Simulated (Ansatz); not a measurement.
## Rh: a changed input and its effect

System: Rh (Fm-3m, 1 atom in the cell).
Method of run A: DFT, PBE, plane waves, PAW, spin-polarised (Ansatz 0.2.0).

The structure was built on a prototype by a generator; it need not be a known phase. Text and figures count atoms from 1; the logs count them from 0 in places.

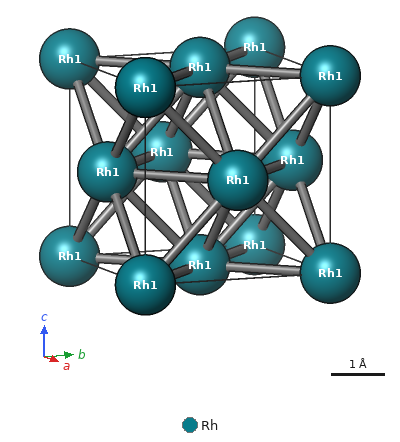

Figure 1. The structure as given in the input (ball-and-stick view of the cell 4 times as large as that of the calculation, set on its symmetry axes, seen slightly off an axis; atoms are numbered from 1 in the order of the input).

### The input, run A
```yaml
crystal:
  lattice:
    - [0.0, 1.9152057761, 1.9152057761]
    - [1.9152057761, 0.0, 1.9152057761]
    - [1.9152057761, 1.9152057761, 0.0]
  atoms:
    - { symbol: Rh, position: [0.0, 0.0, 0.0], spin: 3.0 }
kpoints:
  mp_grid: { grid: [19, 19, 19] }
scf:
  occupations: { method: fermi_dirac, width: 0.1 }
hamiltonian:
  xc: pbe
  pseudopotentials: { kind: paw }
output:
  forces: true
  stress: true
  write_density: true
  write_potential: true
  elf: true
  volumetric_format: npy
relax:
  f_tol: 0.005
  max_steps: 40
  cell: {}
magnetization:
  spin_polarized: true
```

Command:
```bash
ansatz run input.yaml --threads 3 --pin off --max-ram 8192MiB --backend cpu --events-out ev --progress --plain --runs-dir out
```

Hardware: 3 threads of Intel Xeon @ 2.90GHz (Ice Lake), 12 GiB of memory available, shared host.

### Output, shortened to warnings, some set-up lines, iterations and results (run A)
```
WARN: the starting moments were not kept: the SCF closed with an absolute magnetisation of 1.1e-6 μB, where they sum to 3 μB in size (1 site). That is at most 0.1 of that sum. Measured as dr2_m measures the in/out step, that magnetisation stands 8.8e-13 eV from none, at or under the dr2_threshold of 1.0e-7 eV: it is no larger than a step whose dr2_m would equal this threshold. The system may hold …
Basis set: ecut = 420 eV, 283 PW (Γ), exchange–correlation on 40×40×40 points (8 copies of the dense FFT grid, shifted against one another)
Symmetry: 48 space group operations
k-points: 220 of 6859
Initial density: superposition of atomic densities (chi_scale 0.1, normalization cell)
[...]
SCF iter   1: F=—  HF=-6402.308070 eV  |F-HF|=—  |Δ(HF+E_count)|=         —  Δρ=8.27e-2 (↑8.27e-2 ↓6.47e-2)  dr2=1.21e0  dr2_m=4.28e-1  M=1.450 μB ∫|m|=1.450 μB  β_m=0.30  …
SCF iter   2: F=—  HF=-6402.202796 eV  |F-HF|=—  |Δ(HF+E_count)|=   1.05e-1  Δρ=4.77e-2 (↑4.77e-2 ↓4.38e-2)  dr2=1.23e-1  dr2_m=2.36e-1  M=1.367 μB ∫|m|=1.367 μB  β_m=0.41  …
SCF iter   3: F=—  HF=-6403.139979 eV  |F-HF|=—  |Δ(HF+E_count)|=         —  Δρ=1.01e-1 (↑1.01e-1 ↓9.70e-2)  dr2=2.37e-2  dr2_m=1.23e0  M=0.133 μB ∫|m|=0.133 μB  β_m=1.00  …
SCF iter   4: F=—  HF=-6402.912246 eV  |F-HF|=—  |Δ(HF+E_count)|=   2.28e-1  Δρ=5.84e-3 (↑4.47e-3 ↓5.84e-3)  dr2=4.54e-3  dr2_m=2.26e-3  M=0.024 μB ∫|m|=0.024 μB  β_m=0.41  …
SCF iter   5: F=—  HF=-6402.911084 eV  |F-HF|=—  |Δ(HF+E_count)|=   1.16e-3  Δρ=3.03e-3 (↑3.03e-3 ↓2.73e-3)  dr2=6.50e-5  dr2_m=1.05e-3  M=0.015 μB ∫|m|=0.015 μB  β_m=0.44  …
[... 29 lines ...]
SCF iter   4: F=—  HF=-6402.912050 eV  |F-HF|=—  |Δ(HF+E_count)|=   4.81e-8  Δρ=1.55e-7 (↑1.55e-7 ↓1.51e-7)  dr2=4.38e-12  dr2_m=2.05e-14  M=0.000 μB ∫|m|=0.000 μB  β_m=0.69  …
SCF iter   5: F=—  HF=-6402.912050 eV  |F-HF|=—  |Δ(HF+E_count)|=  2.64e-11  Δρ=6.35e-8 (↑6.35e-8 ↓5.91e-8)  dr2=1.65e-12  dr2_m=2.31e-15  M=0.000 μB ∫|m|=0.000 μB  β_m=0.85  …
SCF iter   6: F=-6402.912050 eV  HF=-6402.912050 eV  |F-HF|=1.82e-12  |Δ(HF+E_count)|=  1.18e-11  Δρ=5.22e-8 (↑5.20e-8 ↓5.22e-8)  dr2=1.51e-12  dr2_m=5.65e-18  M=-0.000 μB …
SCF 4 converged in 6 iterations: F = -6402.912050 eV  dr2 = 1.51e-12
relax step   4: F+E_penalty+E_count = -6402.91204958 eV  Δ(F+E_penalty+E_count) = -9.812e-6 eV  max|allowed force component| = 0.000e0 eV/Å  Δτ_max = 0.0000 Å  P = -0.001 GPa …
basis re-selected at this cell: Δ(F+E_penalty+E_count) = -9.812e-6 eV, ΔP = -0.000 GPa vs the last step (what re-selecting the basis moved, of the pressure what is left beyond the Pulay correction that the steps carried, after the strain that the cell walked since its last selection, with what the …
SCF converged after 6 iterations
Magnetization: -0.0000 μB (8.5000 up, 8.5000 down)
Absolute magnetization: 0.0000 μB (∫|ρ↑−ρ↓|, with the PAW one-centre terms)
Spin contamination: 0.0000 ħ² per cell (⟨S²⟩ above its minimum at these occupations)
Per-site moments (μB) at R_I (Å): [(-3.3723622528414477e-9, 1.1177086561260003)]
Free energy (F): -6402.912050 eV
Harris-Foulkes:  -6402.912050 eV  (|F-HF|=1.82e-12)
Internal energy: -6402.865736 eV  (E = F + TS)
E sigma→0 (E₀):  -6402.888893 eV
Entropy (-TS):   -0.046313 eV (-46.313 meV/atom)
Fermi energy:    21.733451 eV
--- Per-component energies (eV) ---
  E_band       = -94.742901
  E_kinetic    = 572.784480
  E_local      = -1591.343003  (includes V_loc(G=0)·N_el)
  E_nonlocal   = 354.566476
  E_hartree    = 559.315524
  E_xc         = -221.743605
  E_vxc        = -278.357767  (∫ρ·V_xc dr)
  E_paw        = -3586.865435  (= ΣΔE_a)
  E_vpaw       = -271.025030  (= ΣTr[D̂ρ^β])
  E_aug_tail   = 0.000839  (compensation charges beyond the density's cutoff)
  E_ewald      = -2489.581012
  E_smearing   = -0.046313  (= −TS)
  E_closure    = 0.000000  (closes the sum)
  Σ components = -6402.912050   (vs F -6402.912050, Δ=0.00e0)
--- Forces (eV/Å), atoms counted from 1 ---
  atom   1  Rh    -0.00000000    -0.00000000    -0.00000000
  max |Σ_I F_I| component: 4.11e-32 eV/Å
--- Stress (GPa, compression-positive) ---
       -0.001008      -0.000000      -0.000000
       -0.000000      -0.001008      -0.000000
       -0.000000      -0.000000      -0.001008
  P = ⅓ Tr σ = -0.0010 GPa (-0.010 kbar)
--- Relaxed structure (3 steps of the walk, 3 accepted, 1 SCFs on fresh bases) ---
  F+E_penalty+E_count = -6402.91204958 eV   max|allowed force component| = 0.000e0 eV/Å   (the final SCF, on the basis selected at the relaxed cell)
  cell:  # Å, volume = 14.0669 Å³
    - [-3.8215290246716945e-35, 1.9159742306366008, 1.9159742306366008]
    - [1.9159742306366008, -1.2738430082238982e-35, 1.9159742306366008]
    - [1.9159742306366008, 1.9159742306366008, 4.076297626316472e-34]
  atoms:
[...]
```

The input of run B differs as follows (lines with − go, lines with + come):
```diff
-    - { symbol: Rh, position: [0.0, 0.0, 0.0], spin: 3.0 }
+    - { symbol: Rh, position: [0.0, 0.0, 0.0] }
-magnetization:
-  spin_polarized: true
```

How does run B compare with run A?

The energy is the same within 0.01 meV per atom. The SCF takes 16 iterations over all geometry steps against 31. On the same kind of shared host run B took about 0.29 times as long. The two runs start from different initial densities, which also moves the count.

### Output, shortened to warnings, some set-up lines, iterations and results (run B)
```
Basis set: ecut = 420 eV, 283 PW (Γ), exchange–correlation on 40×40×40 points (8 copies of the dense FFT grid, shifted against one another)
Symmetry: 48 space group operations
k-points: 220 of 6859
Initial density: superposition of atomic densities (neutral atoms: chi_scale 0, normalization atom), corrected by the library's trained network
[...]
SCF iter   1: F=—  HF=-6402.911948 eV  |F-HF|=—  |Δ(HF+E_count)|=         —  Δρ=2.83e-3  dr2=3.62e-4  ethr=1.77e-3  ⟨swp⟩=4.9  Hψ=15879  notcnv=0
SCF iter   2: F=—  HF=-6402.912016 eV  |F-HF|=—  |Δ(HF+E_count)|=   6.79e-5  Δρ=1.44e-3  dr2=6.89e-5  ethr=2.13e-6  ⟨swp⟩=2.9  Hψ=6646  notcnv=0
SCF iter   3: F=—  HF=-6402.912023 eV  |F-HF|=—  |Δ(HF+E_count)|=   7.35e-6  Δρ=7.37e-4  dr2=1.37e-5  ethr=4.05e-7  ⟨swp⟩=2.2  Hψ=4038  notcnv=0
SCF iter   4: F=—  HF=-6402.912034 eV  |F-HF|=—  |Δ(HF+E_count)|=   1.09e-5  Δρ=2.43e-4  dr2=1.72e-6  ethr=8.05e-8  ⟨swp⟩=2.4  Hψ=4203  notcnv=0
SCF iter   5: F=-6402.912035 eV  HF=-6402.912035 eV  |F-HF|=1.96e-8  |Δ(HF+E_count)|=   1.49e-6  Δρ=4.05e-5  dr2=6.86e-8  ethr=1.01e-8  ⟨swp⟩=2.1  Hψ=3904  notcnv=0
[... 14 lines ...]
SCF iter   2: F=—  HF=-6402.912037 eV  |F-HF|=—  |Δ(HF+E_count)|=   3.68e-5  Δρ=2.00e-4  dr2=1.16e-7  ethr=2.71e-9  ⟨swp⟩=1.0  Hψ=2860  notcnv=0
SCF iter   3: F=—  HF=-6402.912050 eV  |F-HF|=—  |Δ(HF+E_count)|=   1.27e-5  Δρ=5.93e-6  dr2=4.35e-9  ethr=6.82e-10  ⟨swp⟩=1.0  Hψ=2860  notcnv=0
SCF iter   4: F=-6402.912050 eV  HF=-6402.912050 eV  |F-HF|=4.55e-12  |Δ(HF+E_count)|=   1.26e-9  Δρ=4.40e-7  dr2=8.28e-12  ethr=1.00e-12  ⟨swp⟩=4.3  Hψ=13739  notcnv=0
SCF 4 converged in 4 iterations: F = -6402.912050 eV  dr2 = 8.28e-12
relax step   4: F+E_penalty+E_count = -6402.91204959 eV  Δ(F+E_penalty+E_count) = -9.812e-6 eV  max|allowed force component| = 0.000e0 eV/Å  Δτ_max = 0.0000 Å  P = -0.001 GPa …
basis re-selected at this cell: Δ(F+E_penalty+E_count) = -9.812e-6 eV, ΔP = -0.000 GPa vs the last step (what re-selecting the basis moved, of the pressure what is left beyond the Pulay correction that the steps carried, after the strain that the cell walked since its last selection, with what the …
SCF converged after 4 iterations
Free energy (F): -6402.912050 eV
Harris-Foulkes:  -6402.912050 eV  (|F-HF|=4.55e-12)
Internal energy: -6402.865736 eV  (E = F + TS)
E sigma→0 (E₀):  -6402.888893 eV
Entropy (-TS):   -0.046313 eV (-46.313 meV/atom)
Fermi energy:    21.733480 eV
--- Per-component energies (eV) ---
  E_band       = -94.742475
  E_kinetic    = 572.784544
  E_local      = -1591.341755  (includes V_loc(G=0)·N_el)
  E_nonlocal   = 354.566539
  E_hartree    = 559.315157
  E_xc         = -221.743618
  E_vxc        = -278.357786  (∫ρ·V_xc dr)
  E_paw        = -3586.865466  (= ΣΔE_a)
  E_vpaw       = -271.025062  (= ΣTr[D̂ρ^β])
  E_aug_tail   = 0.000839  (compensation charges beyond the density's cutoff)
  E_ewald      = -2489.581976
  E_smearing   = -0.046313  (= −TS)
  E_closure    = 0.000000  (closes the sum)
  Σ components = -6402.912050   (vs F -6402.912050, Δ=0.00e0)
--- Forces (eV/Å), atoms counted from 1 ---
  atom   1  Rh    -0.00000000     0.00000000     0.00000000
  max |Σ_I F_I| component: 3.70e-32 eV/Å
--- Stress (GPa, compression-positive) ---
       -0.000717      -0.000000      -0.000000
       -0.000000      -0.000717      -0.000000
       -0.000000      -0.000000      -0.000717
  P = ⅓ Tr σ = -0.0007 GPa (-0.007 kbar)
--- Relaxed structure (3 steps of the walk, 3 accepted, 1 SCFs on fresh bases) ---
  F+E_penalty+E_count = -6402.91204959 eV   max|allowed force component| = 0.000e0 eV/Å   (the final SCF, on the basis selected at the relaxed cell)
  cell:  # Å, volume = 14.0669 Å³
    - [6.369215041119487e-34, 1.9159734890256117, 1.9159734890256117]
    - [1.9159734890256117, 1.1719355675659856e-33, 1.9159734890256117]
    - [1.9159734890256117, 1.9159734890256117, 1.4012273090462873e-33]
  atoms:
    - { symbol: Rh, position: [0.0, 0.0, 0.0] }
```

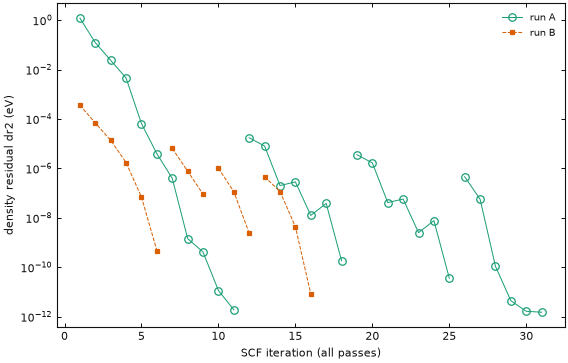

Figure 2. Convergence of the two runs: density residual dr2 against the SCF iteration. A break in a curve parts two SCF passes. Run A takes 31 iterations in all, and run B takes 16.

### The two runs side by side

| quantity | run A | run B |
| --- | --- | --- |
| outcome | converged | converged |
| free energy per atom (eV) | −6402.9120 | −6402.9120 |
| energy per atom, smearing taken to zero (eV) | −6402.8889 | −6402.8889 |
| net moment of the cell (μB) | 0.00 | – |
| absolute moment of the cell (μB) | 0.00 | – |
| pressure (GPa) | 0.00 | 0.00 |
| largest force (eV/Å) | 0.000 | 0.000 |
| SCF iterations | 31 | 16 |
| irreducible k-points | 220 | 220 |
| wall time (shared host) | 8.6 s | 2.5 s |

For run A: Warnings: some starting moments were not kept.
